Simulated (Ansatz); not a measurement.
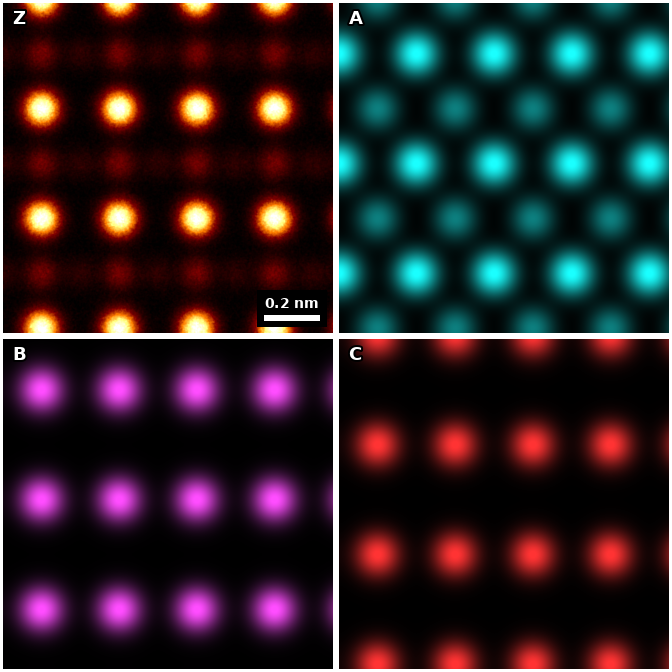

BaTiO3 (Pm-3m, No. 221) along [110]. Panel Z: Simulated incoherent Z contrast: every atom adds Z^1.6 spread by a probe of 0.99 Å full width; channelling and multiple scattering are left out. The probe carries 15 % of its weight in a tail 2.5 times as wide. Shot noise was added. The other panels are simulated element maps (the number of atoms of one element along the beam, blurred by 1.3 Å; each on its own scale, no channelling). Structure used: a calculation's input that goes back to an entry of the Crystallography Open Database (an earlier step may have relaxed or displaced it).

```cif
data_structure
_symmetry_space_group_name_H-M 'P 1'
_symmetry_Int_Tables_number 1
_cell_length_a 3.9941
_cell_length_b 3.9941
_cell_length_c 3.9941
_cell_angle_alpha 90.000
_cell_angle_beta 90.000
_cell_angle_gamma 90.000
_cell_volume 63.72
loop_
_atom_site_label
_atom_site_type_symbol
_atom_site_fract_x
_atom_site_fract_y
_atom_site_fract_z
_atom_site_occupancy
Ba1 Ba 0.50000 0.50000 0.50000 1
Ti1 Ti 0.00000 0.00000 0.00000 1
O1 O 0.50000 0.00000 0.00000 1
O2 O 0.00000 0.50000 0.00000 1
O3 O 0.00000 0.00000 0.50000 1
```

Which element does each lettered map show?

Answer. A: O, B: Ti, C: Ba. The projected cell (2.82 × 3.99 Å, 90°) holds 3 columns: 1 of Ba + O, 1 of Ti and 1 of O. Columns shared by several elements: Ba + O.
